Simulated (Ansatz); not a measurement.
## Two runs on Al

System: Al (Pm-3m, 1 atom in the cell).
Method of run A: DFT, PBEsol, plane waves (420 eV) with PAW, scalar-relativistic, no spin polarisation (Ansatz 0.2.0).

Text and figures count atoms from 1; the logs count them from 0 in places.

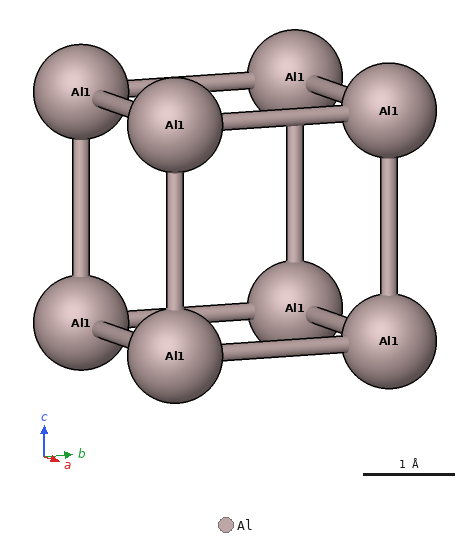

The input geometry (ball-and-stick view of the cell of the calculation, seen slightly off an axis; atoms are numbered from 1 in the order of the input). Near neighbours in the crystal (not all of them lie inside the picture): Al has 6 Al at 2.59 Å.

Input, run A:
```yaml
crystal:
  lattice:
    - [2.5882847363, 0.0, 0.0]
    - [0.0, 2.5882847363, 0.0]
    - [0.0, 0.0, 2.5882847363]
  atoms:
    - { symbol: Al, position: [0.0, 0.0, 0.0] }
hamiltonian:
  xc: pbesol
  pseudopotentials:
    kind: paw
    azcp:
      Al: "pseudopotentials/Al.paw.azcp"
basis:
  ecutwfc: 420
  fft_grid_basis: typed
kpoints:
  mp_grid: { grid: [13, 13, 13], shift: [0, 0, 0] }
magnetization:
  spin_polarized: false
scf:
  occupations: { method: fermi_dirac, width: 0.1 }
  lower_state_search: "off"
output:
  stress: true
```

Hardware: 2 threads of an x86-64 CPU, shared host.

Output, shortened to warnings, some set-up lines, iterations and results (run A):
```
Warning: [file] the record states the generating functional pbe (its physics header spells it `PBE`), which answers neither for hamiltonian.xc's functional nor for the pbesol family's — results may be inconsistent (PPs are generated against a specific XC)
Basis set: ecut = 420 eV, 341 PW (Γ)
Symmetry: 48 space group operations
k-points: 84 of 2197
Initial density: superposition of atomic densities (neutral atoms: chi_scale 0, normalization atom), corrected by the library's trained network
[...]
SCF iter   1: F=—  HF=-524.081604 eV  |F-HF|=—  |Δ(HF+E_count)|=         —  Δρ=1.80e-3  dr2=7.56e-4  ethr=1.77e-3  ⟨swp⟩=4.8  Hψ=4483  notcnv=0
SCF iter   2: F=—  HF=-524.081387 eV  |F-HF|=—  |Δ(HF+E_count)|=   2.17e-4  Δρ=8.08e-4  dr2=1.46e-4  ethr=2.52e-5  ⟨swp⟩=1.0  Hψ=1176  notcnv=0
SCF iter   3: F=—  HF=-524.081345 eV  |F-HF|=—  |Δ(HF+E_count)|=   4.16e-5  Δρ=4.60e-5  dr2=2.35e-7  ethr=4.88e-6  ⟨swp⟩=2.0  Hψ=644  notcnv=0
SCF iter   4: F=—  HF=-524.081345 eV  |F-HF|=—  |Δ(HF+E_count)|=   3.44e-7  Δρ=9.19e-6  dr2=1.82e-8  ethr=7.84e-9  ⟨swp⟩=2.0  Hψ=656  notcnv=0
SCF iter   5: F=-524.081345 eV  HF=-524.081345 eV  |F-HF|=6.62e-11  |Δ(HF+E_count)|=   3.93e-9  Δρ=1.07e-6  dr2=2.43e-10  ethr=6.08e-10  ⟨swp⟩=1.6  Hψ=596  notcnv=0
SCF iter   6: F=-524.081345 eV  HF=-524.081345 eV  |F-HF|=0.00e0  |Δ(HF+E_count)|=  3.43e-11  Δρ=5.81e-8  dr2=5.63e-13  ethr=8.10e-12  ⟨swp⟩=1.0  Hψ=1388  notcnv=0
SCF 1 converged in 6 iterations: F = -524.081345 eV  dr2 = 5.63e-13
SCF converged after 6 iterations
Free energy (F): -524.081345 eV
Harris-Foulkes:  -524.081345 eV  (|F-HF|=0.00e0)
Internal energy: -524.065310 eV  (E = F + TS)
E sigma→0 (E₀):  -524.073328 eV
Entropy (-TS):   -0.016035 eV (-16.035 meV/atom)
Fermi energy:    6.928916 eV
--- Per-component energies (eV) ---
  E_band       = 8.703109
  E_kinetic    = 22.863350
  E_local      = 6.708326  (includes V_loc(G=0)·N_el)
  E_nonlocal   = 11.359207
  E_hartree    = 0.311889
  E_xc         = -39.280862
  E_vxc        = -28.952661  (∫ρ·V_xc dr)
  E_paw        = -455.013851  (= ΣΔE_a)
  E_vpaw       = -3.898889  (= ΣTr[D̂ρ^β])
  E_aug_tail   = -0.000003  (compensation charges beyond the density's cutoff)
  E_ewald      = -71.032506
  E_core_change = 0.019139  (= ΣΔE_core)
  E_smearing   = -0.016035  (= −TS)
  E_closure    = 0.000000  (closes the sum)
  Σ components = -524.081345   (vs F -524.081345, Δ=0.00e0)
--- Stress (GPa, compression-positive) ---
       10.273895       0.000000      -0.000000
       -0.000000      10.273895      -0.000000
       -0.000000      -0.000000      10.273895
  P = ⅓ Tr σ = 10.2739 GPa (102.739 kbar)
```

The input of run B differs as follows (lines with − go, lines with + come):
```diff
-    - [2.5882847363, 0.0, 0.0]
-    - [0.0, 2.5882847363, 0.0]
-    - [0.0, 0.0, 2.5882847363]
+    - [2.6644540696, 0.0, 0.0]
+    - [0.0, 2.6644540696, 0.0]
+    - [0.0, 0.0, 2.6644540696]
```

How does run B compare with run A?

With the same functional and potentials, run B lies 61.4 meV per atom lower. The pressure goes from 10.27 to 2.73 GPa. The volume per atom goes from 17.34 to 18.92 Å³. The number of SCF iterations is the same. The plane waves at Γ go from 341 to 365.

Output, shortened to warnings, some set-up lines, iterations and results (run B):
```
Warning: [file] the record states the generating functional pbe (its physics header spells it `PBE`), which answers neither for hamiltonian.xc's functional nor for the pbesol family's — results may be inconsistent (PPs are generated against a specific XC)
Basis set: ecut = 420 eV, 365 PW (Γ)
Symmetry: 48 space group operations
k-points: 84 of 2197
Initial density: superposition of atomic densities (neutral atoms: chi_scale 0, normalization atom), corrected by the library's trained network
[...]
SCF iter   1: F=—  HF=-524.143157 eV  |F-HF|=—  |Δ(HF+E_count)|=         —  Δρ=2.16e-3  dr2=1.29e-3  ethr=1.77e-3  ⟨swp⟩=4.8  Hψ=4544  notcnv=0
SCF iter   2: F=—  HF=-524.142805 eV  |F-HF|=—  |Δ(HF+E_count)|=   3.51e-4  Δρ=9.67e-4  dr2=2.52e-4  ethr=4.31e-5  ⟨swp⟩=1.0  Hψ=1176  notcnv=0
SCF iter   3: F=—  HF=-524.142735 eV  |F-HF|=—  |Δ(HF+E_count)|=   6.99e-5  Δρ=4.99e-5  dr2=3.73e-7  ethr=8.40e-6  ⟨swp⟩=2.0  Hψ=643  notcnv=0
SCF iter   4: F=—  HF=-524.142735 eV  |F-HF|=—  |Δ(HF+E_count)|=   1.82e-7  Δρ=1.06e-5  dr2=2.96e-8  ethr=1.24e-8  ⟨swp⟩=2.0  Hψ=654  notcnv=0
SCF iter   5: F=-524.142735 eV  HF=-524.142735 eV  |F-HF|=1.15e-10  |Δ(HF+E_count)|=   6.65e-9  Δρ=1.27e-6  dr2=4.19e-10  ethr=9.87e-10  ⟨swp⟩=1.3  Hψ=555  notcnv=0
SCF iter   6: F=-524.142735 eV  HF=-524.142735 eV  |F-HF|=1.14e-13  |Δ(HF+E_count)|=  3.42e-11  Δρ=6.90e-8  dr2=6.79e-13  ethr=1.40e-11  ⟨swp⟩=1.1  Hψ=1392  notcnv=0
SCF 1 converged in 6 iterations: F = -524.142735 eV  dr2 = 6.79e-13
SCF converged after 6 iterations
Free energy (F): -524.142735 eV
Harris-Foulkes:  -524.142735 eV  (|F-HF|=1.14e-13)
Internal energy: -524.125212 eV  (E = F + TS)
E sigma→0 (E₀):  -524.133974 eV
Entropy (-TS):   -0.017523 eV (-17.523 meV/atom)
Fermi energy:    6.106099 eV
--- Per-component energies (eV) ---
  E_band       = 6.798982
  E_kinetic    = 21.708723
  E_local      = 5.296110  (includes V_loc(G=0)·N_el)
  E_nonlocal   = 11.063717
  E_hartree    = 0.372212
  E_xc         = -38.741252
  E_vxc        = -28.268800  (∫ρ·V_xc dr)
  E_paw        = -454.841975  (= ΣΔE_a)
  E_vpaw       = -3.745191  (= ΣTr[D̂ρ^β])
  E_aug_tail   = -0.000002  (compensation charges beyond the density's cutoff)
  E_ewald      = -69.001884
  E_core_change = 0.019139  (= ΣΔE_core)
  E_smearing   = -0.017523  (= −TS)
  E_closure    = 0.000000  (closes the sum)
  Σ components = -524.142735   (vs F -524.142735, Δ=0.00e0)
--- Stress (GPa, compression-positive) ---
        2.732972      -0.000000       0.000000
       -0.000000       2.732972       0.000000
        0.000000       0.000000       2.732972
  P = ⅓ Tr σ = 2.7330 GPa (27.330 kbar)
```

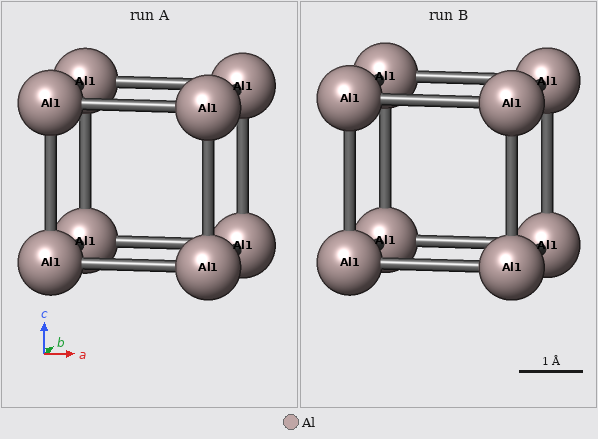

The two input geometries at one scale (ball-and-stick view of the cell of the calculation, seen slightly off an axis). The atoms keep their places relative to the cell (all moves are under 0.005 Å). The drawn cell changes as follows: a = b = c 2.588 → 2.664 Å (+2.9 %); the volume changes by +9.1 %. Among the contacts that change: Al1–Al1 2.588 → 2.664 Å.

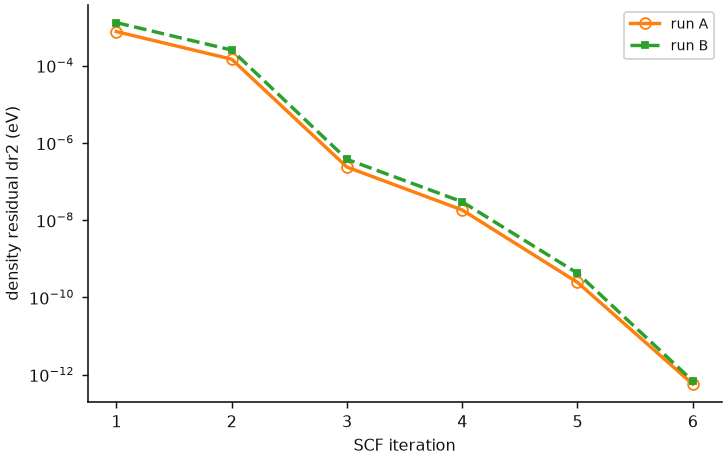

Convergence of the two runs: density residual dr2 against the SCF iteration. Run A takes 6 iterations in all, and run B takes 6.

The two runs side by side:

| quantity | run A | run B |
| --- | --- | --- |
| outcome | converged | converged |
| free energy per atom (eV) | −524.0813 | −524.1427 |
| energy per atom, smearing taken to zero (eV) | −524.0733 | −524.1340 |
| pressure (GPa) | 10.27 | 2.73 |
| volume per atom (Å³) | 17.34 | 18.92 |
| SCF iterations | 6 | 6 |
| irreducible k-points | 84 | 84 |
| plane waves at Γ | 341 | 365 |
| wall time (shared host) | 0.54 s | 0.58 s |

For both runs: Warnings: the PAW datasets were made with another functional. For run A: The cell is under a pressure of 10.3 GPa at this level, so it is not at its equilibrium volume.
